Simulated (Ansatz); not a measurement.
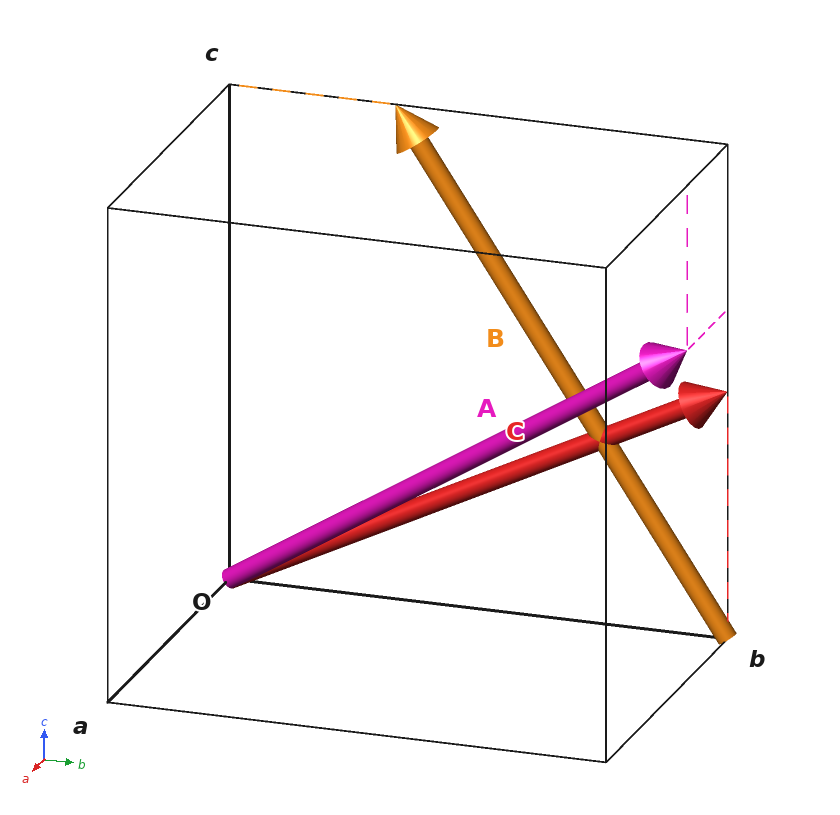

For W, the geometry relaxed with DFT PBE, scalar-relativistic, plane waves, PAW in Ansatz: each arrow starts at a corner of the unit cell and ends on its surface; where a tip isn't a corner, dashed lines run from it parallel to the axes. Geometry calculated from the standardised cell; symmetry tolerance 0.002 Å.

a = 3.187 Å, b = 4.497 Å, c = 4.503 Å, α = 90.00°, β = 90.00°, γ = 90.00°.

> Which lattice directions are drawn?

Arrow A runs from (0, 0, 0) to (1/3, 1, 2/3), so [1 3 2]; Arrow B runs from (0, 1, 0) to (0, 1/3, 1), so [0 −2 3]; Arrow C runs from (0, 0, 0) to (0, 1, 1/2), so [0 2 1].

> How long is the vector ua + vb + wc in each case, and what angles do the directions make?

A 16.532 Å; B 16.229 Å; C 10.059 Å. A–B: 89.9°. A–C: 13.2°. B–C: 97.1°.
